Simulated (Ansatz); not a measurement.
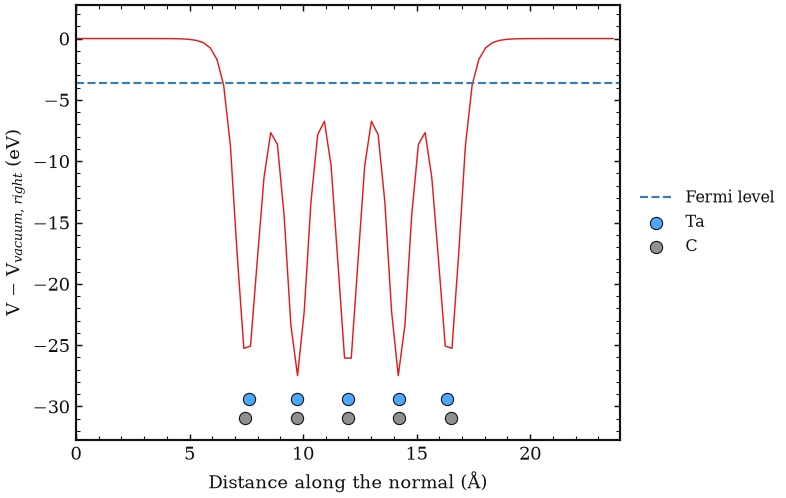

Describe the figure.

Plane-averaged electrostatic potential energy of an electron across the slab; circles at the bottom mark the heights of the atoms (positions after relaxation). System: a (100) slab cut from TaC (Fm-3m), ended by TaC planes, 10 atoms in the cell. Ansatz 0.2.0; DFT PBE, scalar-relativistic, plane waves, PAW, no spin polarisation, 11×11×1 k mesh, 420 eV cutoff.

The work function is 3.63 eV, the same on both faces. The two vacuum levels agree, so the slab has no net dipole along its normal. The outermost atoms are 9.1 Å apart, which leaves 14.8 Å of vacuum in a cell 24.0 Å high.

Spin-orbit coupling is left out, which matters for Ta.
